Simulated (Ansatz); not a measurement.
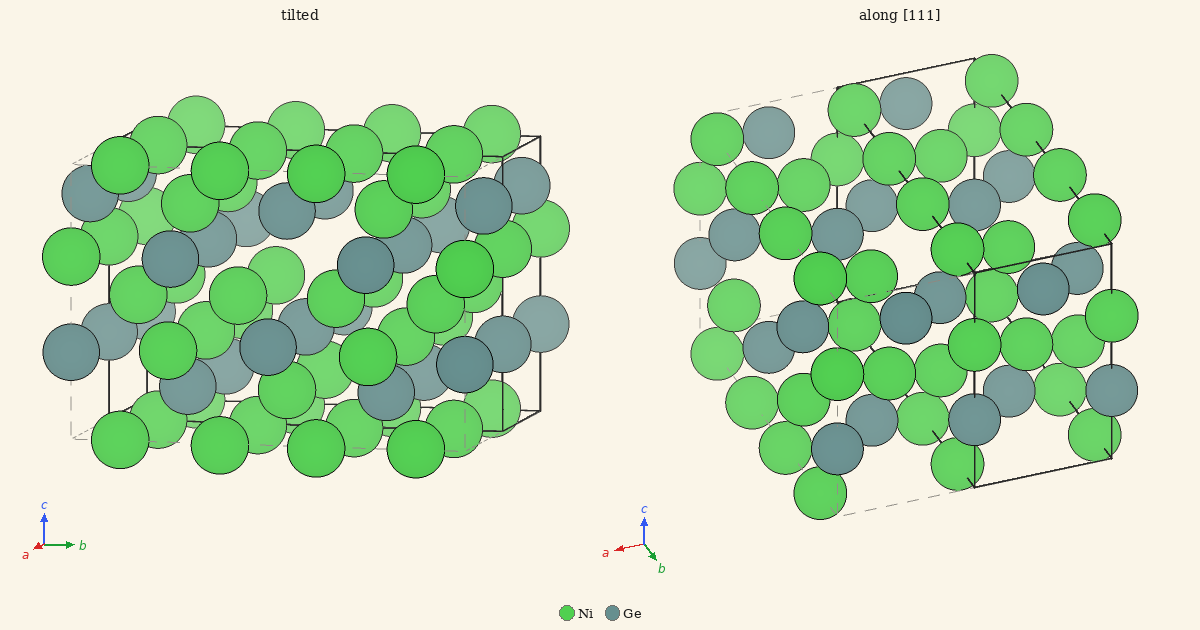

The crystal in a spheres-only representation, seen slightly off an axis and along [111]. One conventional unit cell is drawn solid; the view covers 2×1×1 cells. Cell: a = 3.968 Å, b = 10.002 Å, c = 6.837 Å, α = 90.00°, β = 90.00°, γ = 90.00°.

Write a short crystallographic description.

The stoichiometry is Ni7Ge4. The symmetry is that of Imm2 (No. 44), on a body-centred orthorhombic lattice. The cell has 22 atoms, namely 14 Ni, 8 Ge. Ge takes three kinds of site: 4d with ten Ni at about 2.3 to 2.7 Å; 2a with nine Ni at about 2.4 to 2.6 Å; 2b with ten Ni at about 2.4 to 2.8 Å.

The initial geometry was a structure listed in the Materials Project. Earlier steps of the study may have refined or changed the cell and positions. It was set up as input for a calculation with Ansatz.
